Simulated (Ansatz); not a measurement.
# Residual resistivity of an alloy: Ta(100) with 4 layers of random Ta-Re, 2x2, part 2 of 2

How strongly does chemical disorder scatter in Ta(100) with 4 layers of random Ta-Re, 2x2?

Ansatz 0.2.0; Ansatz plane-wave DFT, PBE, PAW files; ballistic transport by layer matching (Landauer), zero bias; PAW set soft_1.

So far. Step 2 (With 4 alloy layers): Over the solved energies the transmission per spin lies between 6.23 and 6.58, out of 10.2 channels of the lead on average (up to 10.5).

### 3. With 8 alloy layers

System of this step: Ta(100) with 8 layers of random Ta-Re, 2x2. The cell holds 72 atoms: 64 Ta and 8 Re. Cell: a = 6.605 Å, b = 6.605 Å, c = 29.723 Å, α = 90.0°, β = 90.0°, γ = 90.0°. It derives from Ta. Regions: lead, 40 atoms (40 Ta); scattering region, 32 atoms (24 Ta and 8 Re). The structure is stacked along c, and the current runs across the ab planes.

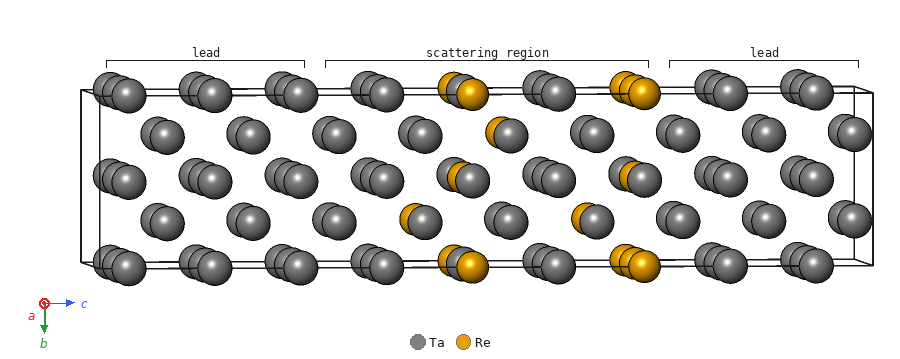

The cell of this step (tantalum grey, rhenium orange). Some periodic images of atoms are drawn too.

Contents of input.yaml:

```yaml
crystal:
  lattice:
    - [6.60512, 0.0, 0.0]
    - [0.0, 6.60512, 0.0]
    - [0.0, 0.0, 29.72304]
  atoms:
    - { symbol: Ta, position: [0.0, 0.0, 0.0277777778] }
    - { symbol: Ta, position: [0.0, 0.5, 0.0277777778] }
    - { symbol: Ta, position: [0.5, 0.0, 0.0277777778] }
    - { symbol: Ta, position: [0.5, 0.5, 0.0277777778] }
    - { symbol: Ta, position: [0.25, 0.25, 0.0833333333] }
    - { symbol: Ta, position: [0.25, 0.75, 0.0833333333] }
    - { symbol: Ta, position: [0.75, 0.25, 0.0833333333] }
    - { symbol: Ta, position: [0.75, 0.75, 0.0833333333] }
    - { symbol: Ta, position: [0.0, 0.0, 0.1388888889] }
    - { symbol: Ta, position: [0.0, 0.5, 0.1388888889] }
    - { symbol: Ta, position: [0.5, 0.0, 0.1388888889] }
    - { symbol: Ta, position: [0.5, 0.5, 0.1388888889] }
    - { symbol: Ta, position: [0.25, 0.25, 0.1944444444] }
    - { symbol: Ta, position: [0.25, 0.75, 0.1944444444] }
    - { symbol: Ta, position: [0.75, 0.25, 0.1944444444] }
    - { symbol: Ta, position: [0.75, 0.75, 0.1944444444] }
    - { symbol: Ta, position: [0.0, 0.0, 0.25] }
    - { symbol: Ta, position: [0.0, 0.5, 0.25] }
    - { symbol: Ta, position: [0.5, 0.0, 0.25] }
    - { symbol: Ta, position: [0.5, 0.5, 0.25] }
    - { symbol: Ta, position: [0.25, 0.25, 0.3055555556] }
    - { symbol: Ta, position: [0.25, 0.75, 0.3055555556] }
    - { symbol: Ta, position: [0.75, 0.25, 0.3055555556] }
    - { symbol: Ta, position: [0.75, 0.75, 0.3055555556] }
    - { symbol: Ta, position: [0.0, 0.0, 0.3611111111] }
    - { symbol: Ta, position: [0.0, 0.5, 0.3611111111] }
    - { symbol: Ta, position: [0.5, 0.0, 0.3611111111] }
    - { symbol: Ta, position: [0.5, 0.5, 0.3611111111] }
    - { symbol: Ta, position: [0.25, 0.25, 0.4166666667] }
    - { symbol: Re, position: [0.25, 0.75, 0.4166666667] }
    - { symbol: Ta, position: [0.75, 0.25, 0.4166666667] }
    - { symbol: Ta, position: [0.75, 0.75, 0.4166666667] }
    - { symbol: Re, position: [0.0, 0.0, 0.4722222222] }
    - { symbol: Ta, position: [0.0, 0.5, 0.4722222222] }
    - { symbol: Ta, position: [0.5, 0.0, 0.4722222222] }
    - { symbol: Re, position: [0.5, 0.5, 0.4722222222] }
    - { symbol: Re, position: [0.25, 0.25, 0.5277777778] }
    - { symbol: Ta, position: [0.25, 0.75, 0.5277777778] }
    - { symbol: Ta, position: [0.75, 0.25, 0.5277777778] }
    - { symbol: Ta, position: [0.75, 0.75, 0.5277777778] }
    - { symbol: Ta, position: [0.0, 0.0, 0.5833333333] }
    - { symbol: Ta, position: [0.0, 0.5, 0.5833333333] }
    - { symbol: Ta, position: [0.5, 0.0, 0.5833333333] }
    - { symbol: Ta, position: [0.5, 0.5, 0.5833333333] }
    - { symbol: Ta, position: [0.25, 0.25, 0.6388888889] }
    - { symbol: Re, position: [0.25, 0.75, 0.6388888889] }
    - { symbol: Ta, position: [0.75, 0.25, 0.6388888889] }
    - { symbol: Ta, position: [0.75, 0.75, 0.6388888889] }
    - { symbol: Re, position: [0.0, 0.0, 0.6944444444] }
    - { symbol: Ta, position: [0.0, 0.5, 0.6944444444] }
    - { symbol: Re, position: [0.5, 0.0, 0.6944444444] }
    - { symbol: Re, position: [0.5, 0.5, 0.6944444444] }
    - { symbol: Ta, position: [0.25, 0.25, 0.75] }
    - { symbol: Ta, position: [0.25, 0.75, 0.75] }
    - { symbol: Ta, position: [0.75, 0.25, 0.75] }
    - { symbol: Ta, position: [0.75, 0.75, 0.75] }
    - { symbol: Ta, position: [0.0, 0.0, 0.8055555556] }
    - { symbol: Ta, position: [0.0, 0.5, 0.8055555556] }
    - { symbol: Ta, position: [0.5, 0.0, 0.8055555556] }
    - { symbol: Ta, position: [0.5, 0.5, 0.8055555556] }
    - { symbol: Ta, position: [0.25, 0.25, 0.8611111111] }
    - { symbol: Ta, position: [0.25, 0.75, 0.8611111111] }
    - { symbol: Ta, position: [0.75, 0.25, 0.8611111111] }
    - { symbol: Ta, position: [0.75, 0.75, 0.8611111111] }
    - { symbol: Ta, position: [0.0, 0.0, 0.9166666667] }
    - { symbol: Ta, position: [0.0, 0.5, 0.9166666667] }
    - { symbol: Ta, position: [0.5, 0.0, 0.9166666667] }
    - { symbol: Ta, position: [0.5, 0.5, 0.9166666667] }
    - { symbol: Ta, position: [0.25, 0.25, 0.9722222222] }
    - { symbol: Ta, position: [0.25, 0.75, 0.9722222222] }
    - { symbol: Ta, position: [0.75, 0.25, 0.9722222222] }
    - { symbol: Ta, position: [0.75, 0.75, 0.9722222222] }
kpoints:
  mp_grid: { grid: [4, 4, 1] }
hamiltonian:
  xc: pbe
  pseudopotentials: { kind: paw, azcp: { folder: soft_1 } }
scf:
  occupations: { method: fermi_dirac, width: 0.1 }
output:
  transmission: { leads: [[0, 4]], kmesh: [8, 8], e_range: [-0.05, 0.05], de: 0.05 }
  write_potential: true
  write_density: true
  volumetric_format: npy
```

On the command line:

```sh
ansatz run input.yaml --threads 4 --pin off --max-ram 15360MiB --backend cpu --events-out ev --progress --plain --runs-dir out
```

Numbers of over 12 decimals in the logs are rounded to 6 here.

The log of the run:

```text
[...]
Crystal: 72 atoms, lattice volume = 1296.745 Å³
Basis set: ecut = 420 eV, 25307 PW (Γ)
Bands: 572, of which v1, the nominal top of the filled ones, is band 476 counted from 1 (475 counted from 0)
Symmetry: 1 space group operations
[...]
k-points: 10 of 16 (time reversal used)
[...]
SCF iter   1: F=—  HF=-722728.269817 eV  |F-HF|=—  |Δ(HF+E_count)|=         —  Δρ=9.03e-2  dr2=2.07e3  ethr=3.10e-3  ⟨swp⟩=6.5  Hψ=19611  notcnv=0  defer=11
[...]
SCF iter  10: F=-722687.183357 eV  HF=-722687.183357 eV  |F-HF|=6.40e-9  |Δ(HF+E_count)|=   6.87e-9  Δρ=2.95e-7  dr2=7.34e-9  ethr=1.05e-11  ⟨swp⟩=12.5  Hψ=19195  notcnv=0
SCF 1 converged in 10 iterations: F = -722687.183357 eV  dr2 = 7.34e-9
[...]
transmission: 189 of 1836 steps passed
transmission: 369 of 1836 steps passed
[...]
transmission: 1836 of 1836 steps passed
SCF converged after 10 iterations
Free energy (F): -722687.183357 eV
[...]
Internal energy: -722684.597233 eV  (E = F + TS)
E sigma→0 (E₀):  -722685.890295 eV
Entropy (-TS):   -2.586124 eV (-35.918 meV/atom)
Fermi energy:    18.592707 eV
[...]
--- Band table (eV; the first three rows and the last of 10) ---
  k-point 0: bands = [... 472 lower, 19.2380, 19.2394, 19.2510, 19.2518, 19.2997, 19.2999, 19.3099, 19.3314, ... 92 higher]
  k-point 1: bands = [... 472 lower, 18.8587, 18.9014, 18.9066, 18.9192, 18.9249, 18.9561, 18.9861, 18.9961, ... 92 higher]
  k-point 2: bands = [... 472 lower, 18.4878, 18.5106, 18.5148, 18.5310, 18.5547, 18.5650, 18.6247, 18.6685, ... 92 higher]
  k-point 9: bands = [... 472 lower, 17.9544, 17.9665, 17.9728, 17.9731, 17.9766, 17.9770, 17.9830, 17.9960, ... 92 higher]
--- Transmission ---
  basis      : 377 plane waves across, 54 finite elements along
  points     : 34, standing for a mesh of 8 x 8
[...]
channels       : 1.048438e1 a spin
[...]
junction   : crystal 0 to crystal 0, 2.35 to 30.42 Å
    transmission   : 4.964995e0 a spin
[...]
```

It took 14 min on 4 threads of Intel Xeon Platinum 8488C (Sapphire Rapids), shared host; peak memory 8.5 GiB; 46 min of CPU time.

This step gave:

```
free energy                                                  : -722687.1834 eV
energy at zero smearing                                      : -722685.8903 eV
Fermi energy                                                 : 18.59 eV
transmission at the energy nearest the Fermi level, one spin : 4.965
step of the lead's Hamiltonian                               : 4.5 meV
```

Per spin. The transmission, zone mean by energy, zero at the Fermi level:

| energy (eV) | transmission, zone mean |
| --- | --- |
| -0.0500 | 5.11 |
| 0.0000 | 4.96 |
| 0.0500 | 4.83 |

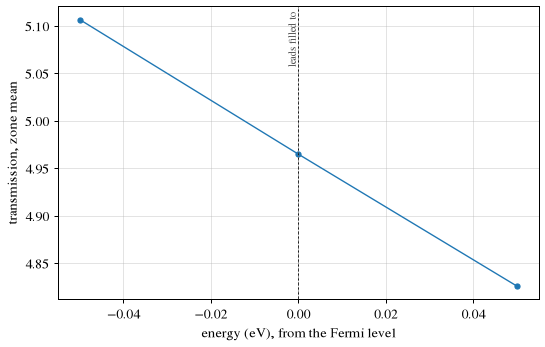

Transmission, zone mean, plotted against energy.

Over the solved energies the transmission per spin lies between 4.83 and 5.11, out of 10.2 channels of the lead on average (up to 10.5).

### 4. With 12 alloy layers

System of this step: Ta(100) with 12 layers of random Ta-Re, 2x2. The cell holds 88 atoms: 76 Ta and 12 Re. Its edges and angles: a = 6.605 Å, b = 6.605 Å, c = 36.328 Å, α = 90.0°, β = 90.0°, γ = 90.0°. It derives from Ta. Regions: lead, 40 atoms (40 Ta); scattering region, 48 atoms (36 Ta and 12 Re). The structure is stacked along c, and the current runs across the ab planes.

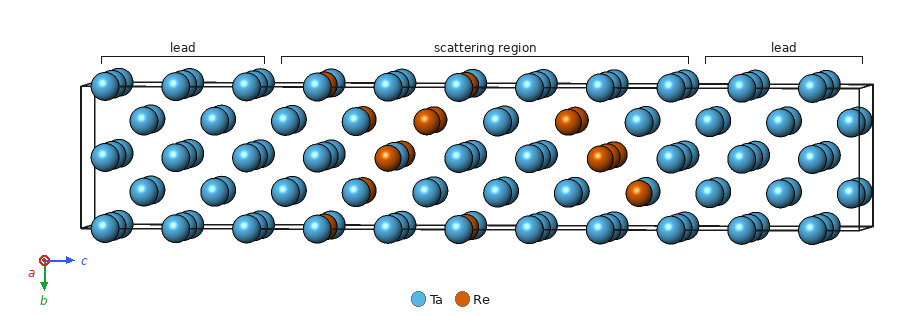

The cell of this step (tantalum blue, rhenium orange). Some periodic images of atoms are drawn too.

Contents of input.yaml:

```yaml
crystal:
  lattice:
    - [6.60512, 0.0, 0.0]
    - [0.0, 6.60512, 0.0]
    - [0.0, 0.0, 36.32816]
  atoms:
    - { symbol: Ta, position: [0.0, 0.0, 0.0227272727] }
    - { symbol: Ta, position: [0.0, 0.5, 0.0227272727] }
    - { symbol: Ta, position: [0.5, 0.0, 0.0227272727] }
    - { symbol: Ta, position: [0.5, 0.5, 0.0227272727] }
    - { symbol: Ta, position: [0.25, 0.25, 0.0681818182] }
    - { symbol: Ta, position: [0.25, 0.75, 0.0681818182] }
    - { symbol: Ta, position: [0.75, 0.25, 0.0681818182] }
    - { symbol: Ta, position: [0.75, 0.75, 0.0681818182] }
    - { symbol: Ta, position: [0.0, 0.0, 0.1136363636] }
    - { symbol: Ta, position: [0.0, 0.5, 0.1136363636] }
    - { symbol: Ta, position: [0.5, 0.0, 0.1136363636] }
    - { symbol: Ta, position: [0.5, 0.5, 0.1136363636] }
    - { symbol: Ta, position: [0.25, 0.25, 0.1590909091] }
    - { symbol: Ta, position: [0.25, 0.75, 0.1590909091] }
    - { symbol: Ta, position: [0.75, 0.25, 0.1590909091] }
    - { symbol: Ta, position: [0.75, 0.75, 0.1590909091] }
    - { symbol: Ta, position: [0.0, 0.0, 0.2045454545] }
    - { symbol: Ta, position: [0.0, 0.5, 0.2045454545] }
    - { symbol: Ta, position: [0.5, 0.0, 0.2045454545] }
    - { symbol: Ta, position: [0.5, 0.5, 0.2045454545] }
    - { symbol: Ta, position: [0.25, 0.25, 0.25] }
    - { symbol: Ta, position: [0.25, 0.75, 0.25] }
    - { symbol: Ta, position: [0.75, 0.25, 0.25] }
    - { symbol: Ta, position: [0.75, 0.75, 0.25] }
    - { symbol: Ta, position: [0.0, 0.0, 0.2954545455] }
    - { symbol: Ta, position: [0.0, 0.5, 0.2954545455] }
    - { symbol: Re, position: [0.5, 0.0, 0.2954545455] }
    - { symbol: Ta, position: [0.5, 0.5, 0.2954545455] }
    - { symbol: Re, position: [0.25, 0.25, 0.3409090909] }
    - { symbol: Re, position: [0.25, 0.75, 0.3409090909] }
    - { symbol: Ta, position: [0.75, 0.25, 0.3409090909] }
    - { symbol: Ta, position: [0.75, 0.75, 0.3409090909] }
    - { symbol: Ta, position: [0.0, 0.0, 0.3863636364] }
    - { symbol: Re, position: [0.0, 0.5, 0.3863636364] }
    - { symbol: Ta, position: [0.5, 0.0, 0.3863636364] }
    - { symbol: Ta, position: [0.5, 0.5, 0.3863636364] }
    - { symbol: Re, position: [0.25, 0.25, 0.4318181818] }
    - { symbol: Ta, position: [0.25, 0.75, 0.4318181818] }
    - { symbol: Re, position: [0.75, 0.25, 0.4318181818] }
    - { symbol: Ta, position: [0.75, 0.75, 0.4318181818] }
    - { symbol: Ta, position: [0.0, 0.0, 0.4772727273] }
    - { symbol: Ta, position: [0.0, 0.5, 0.4772727273] }
    - { symbol: Re, position: [0.5, 0.0, 0.4772727273] }
    - { symbol: Ta, position: [0.5, 0.5, 0.4772727273] }
    - { symbol: Ta, position: [0.25, 0.25, 0.5227272727] }
    - { symbol: Ta, position: [0.25, 0.75, 0.5227272727] }
    - { symbol: Ta, position: [0.75, 0.25, 0.5227272727] }
    - { symbol: Ta, position: [0.75, 0.75, 0.5227272727] }
    - { symbol: Ta, position: [0.0, 0.0, 0.5681818182] }
    - { symbol: Ta, position: [0.0, 0.5, 0.5681818182] }
    - { symbol: Ta, position: [0.5, 0.0, 0.5681818182] }
    - { symbol: Ta, position: [0.5, 0.5, 0.5681818182] }
    - { symbol: Re, position: [0.25, 0.25, 0.6136363636] }
    - { symbol: Ta, position: [0.25, 0.75, 0.6136363636] }
    - { symbol: Re, position: [0.75, 0.25, 0.6136363636] }
    - { symbol: Ta, position: [0.75, 0.75, 0.6136363636] }
    - { symbol: Ta, position: [0.0, 0.0, 0.6590909091] }
    - { symbol: Re, position: [0.0, 0.5, 0.6590909091] }
    - { symbol: Ta, position: [0.5, 0.0, 0.6590909091] }
    - { symbol: Re, position: [0.5, 0.5, 0.6590909091] }
    - { symbol: Ta, position: [0.25, 0.25, 0.7045454545] }
    - { symbol: Ta, position: [0.25, 0.75, 0.7045454545] }
    - { symbol: Ta, position: [0.75, 0.25, 0.7045454545] }
    - { symbol: Re, position: [0.75, 0.75, 0.7045454545] }
    - { symbol: Ta, position: [0.0, 0.0, 0.75] }
    - { symbol: Ta, position: [0.0, 0.5, 0.75] }
    - { symbol: Ta, position: [0.5, 0.0, 0.75] }
    - { symbol: Ta, position: [0.5, 0.5, 0.75] }
    - { symbol: Ta, position: [0.25, 0.25, 0.7954545455] }
    - { symbol: Ta, position: [0.25, 0.75, 0.7954545455] }
    - { symbol: Ta, position: [0.75, 0.25, 0.7954545455] }
    - { symbol: Ta, position: [0.75, 0.75, 0.7954545455] }
    - { symbol: Ta, position: [0.0, 0.0, 0.8409090909] }
    - { symbol: Ta, position: [0.0, 0.5, 0.8409090909] }
    - { symbol: Ta, position: [0.5, 0.0, 0.8409090909] }
    - { symbol: Ta, position: [0.5, 0.5, 0.8409090909] }
    - { symbol: Ta, position: [0.25, 0.25, 0.8863636364] }
    - { symbol: Ta, position: [0.25, 0.75, 0.8863636364] }
    - { symbol: Ta, position: [0.75, 0.25, 0.8863636364] }
    - { symbol: Ta, position: [0.75, 0.75, 0.8863636364] }
    - { symbol: Ta, position: [0.0, 0.0, 0.9318181818] }
    - { symbol: Ta, position: [0.0, 0.5, 0.9318181818] }
    - { symbol: Ta, position: [0.5, 0.0, 0.9318181818] }
    - { symbol: Ta, position: [0.5, 0.5, 0.9318181818] }
    - { symbol: Ta, position: [0.25, 0.25, 0.9772727273] }
    - { symbol: Ta, position: [0.25, 0.75, 0.9772727273] }
    - { symbol: Ta, position: [0.75, 0.25, 0.9772727273] }
    - { symbol: Ta, position: [0.75, 0.75, 0.9772727273] }
kpoints:
  mp_grid: { grid: [4, 4, 1] }
hamiltonian:
  xc: pbe
  pseudopotentials: { kind: paw, azcp: { folder: soft_1 } }
scf:
  occupations: { method: fermi_dirac, width: 0.1 }
output:
  transmission: { leads: [[0, 4]], kmesh: [8, 8], e_range: [-0.05, 0.05], de: 0.05 }
  write_potential: true
  write_density: true
  volumetric_format: npy
```

The log of the run:

```text
[...]
Crystal: 88 atoms, lattice volume = 1584.911 Å³
Basis set: ecut = 420 eV, 30897 PW (Γ)
Bands: 701, of which v1, the nominal top of the filled ones, is band 584 counted from 1 (583 counted from 0)
Symmetry: 1 space group operations
[...]
k-points: 10 of 16 (time reversal used)
[...]
SCF iter   1: F=—  HF=-885429.572125 eV  |F-HF|=—  |Δ(HF+E_count)|=         —  Δρ=1.01e-1  dr2=3.57e3  ethr=3.10e-3  ⟨swp⟩=6.6  Hψ=23914  notcnv=0  defer=34
[...]
SCF iter  10: F=-885364.781578 eV  HF=-885364.781578 eV  |F-HF|=5.01e-9  |Δ(HF+E_count)|=   7.80e-9  Δρ=3.48e-7  dr2=5.74e-9  ethr=8.56e-12  ⟨swp⟩=12.7  Hψ=26983  notcnv=0
SCF 1 converged in 10 iterations: F = -885364.781578 eV  dr2 = 5.74e-9
[...]
transmission: 240 of 2312 steps passed
transmission: 471 of 2312 steps passed
[...]
transmission: 2312 of 2312 steps passed
SCF converged after 10 iterations
Free energy (F): -885364.781578 eV
[...]
Internal energy: -885361.776825 eV  (E = F + TS)
E sigma→0 (E₀):  -885363.279201 eV
Entropy (-TS):   -3.004752 eV (-34.145 meV/atom)
Fermi energy:    18.620176 eV
[...]
--- Band table (eV; the first three rows and the last of 10) ---
  k-point 0: bands = [... 580 lower, 19.2154, 19.2295, 19.2509, 19.2554, 19.2657, 19.2797, 19.2824, 19.3010, ... 113 higher]
  k-point 1: bands = [... 580 lower, 18.8801, 18.8992, 18.9203, 18.9339, 18.9427, 18.9574, 18.9685, 18.9918, ... 113 higher]
  k-point 2: bands = [... 580 lower, 18.4795, 18.4853, 18.5082, 18.5130, 18.5294, 18.5372, 18.5458, 18.6035, ... 113 higher]
  k-point 9: bands = [... 580 lower, 17.9466, 17.9635, 17.9724, 17.9779, 17.9938, 18.0016, 18.0042, 18.0060, ... 113 higher]
--- Transmission ---
  basis      : 377 plane waves across, 68 finite elements along
  points     : 34, standing for a mesh of 8 x 8
[...]
channels       : 1.048438e1 a spin
[...]
junction   : crystal 0 to crystal 0, 0.70 to 35.37 Å
    transmission   : 4.161405e0 a spin
[...]
```

Wall time 19 min (4 threads); peak memory 9 GiB; 66 min of CPU time.

This step gave:

* free energy: -885364.7816 eV
* energy at zero smearing: -885363.2792 eV
* Fermi energy: 18.62 eV
* transmission at the energy nearest the Fermi level, one spin: 4.161
* step of the lead's Hamiltonian: 2.6 meV

Per spin. Transmission, zone mean against energy, zero at the Fermi level:

| energy (eV) | transmission, zone mean |
| --- | --- |
| -0.0500 | 4.28 |
| 0.0000 | 4.16 |
| 0.0500 | 4.04 |

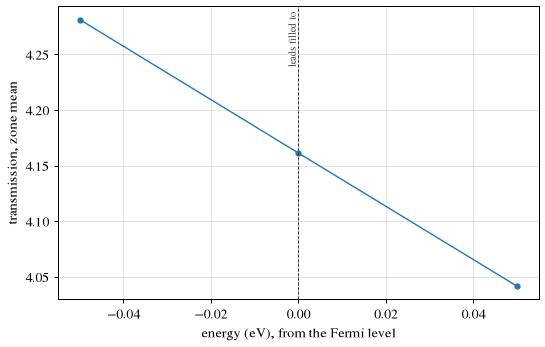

Transmission, zone mean, plotted against energy.

Over the solved energies the transmission per spin lies between 4.04 and 4.28, out of 10.2 channels of the lead on average (up to 10.5).

### 5. Resistance against length

This step: Ansatz plane-wave DFT, PBE, PAW files; ballistic transport by layer matching (Landauer), zero bias; residual resistivity from the slope of the area resistance, atoms on the host's lattice; PAW set soft_1 (Ansatz 0.2.0).

Numbers from this step:

```
resistivity           : 36.09 µΩ cm
intercept             : 0.09295 fΩ m²
scatter about the fit : 0.009062 fΩ m²
```

Resistance, by row:

| run | length (Å) | T | channels N | RA (fΩ m²) |
| --- | --- | --- | --- | --- |
| n4 | 6.605 | 6.426 | 10.21 | 0.325 |
| n8 | 13.21 | 4.966 | 10.21 | 0.5826 |
| n12 | 19.82 | 4.161 | 10.21 | 0.8018 |

Area resistance against length of the alloy:

| length of the alloy (Å) | area resistance (fΩ m²) |
| --- | --- |
| 6.61 | 0.325 |
| 13.21 | 0.583 |
| 19.82 | 0.802 |

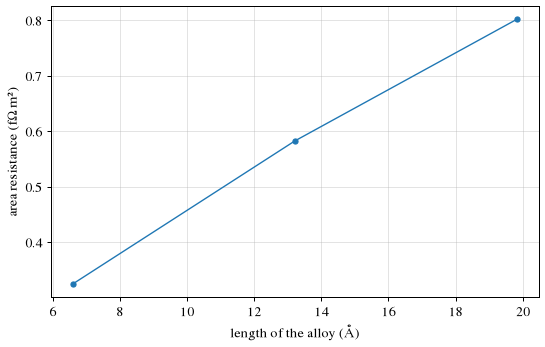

Area resistance, plotted against length of the alloy.

The area resistance goes from 0.32 to 0.80 fΩ m² between 6.6 and 19.8 Å, a slope of 36 µΩ cm.

By hand from the end points: (0.8018 − 0.3250) fΩ m² / (19.82 − 6.61) Å = 36 µΩ cm, since 1 fΩ m² per Å is 1000 µΩ cm.

### 6. What came out

* resistivity from the slope: 36.1 µΩ cm
* area resistance over 6.61 Å: 0.325 fΩ m²
* area resistance over 13.2 Å: 0.583 fΩ m²
* area resistance over 19.8 Å: 0.802 fΩ m²

What this shows: The slope gives 36 µΩ cm. The points scatter by 0.0091 fΩ m² about the line, with one random draw a length in a 2x2 cell, so the slope is a rough value. Read with a model of isotropic scattering on a spherical Fermi surface and the lead's 1.8×10¹⁵ S/m², this slope means a mean free path near 12 Å; over these lengths the model's slope is within 3 % of its bulk resistivity. The atoms sit on the host's lattice, so scattering by size misfit is left out. Spin-orbit coupling is left out, which matters for Re and Ta.

[Logs are printed without paths, hosts, clocks, repeated set-up lines and the standing remarks that a program may print on its own settings, such as how far it seeks lower states.]

[Hosts, paths, dates, database ids (printed as entryN), source tags and the programs' standing remarks are cut or masked in the printed files.]
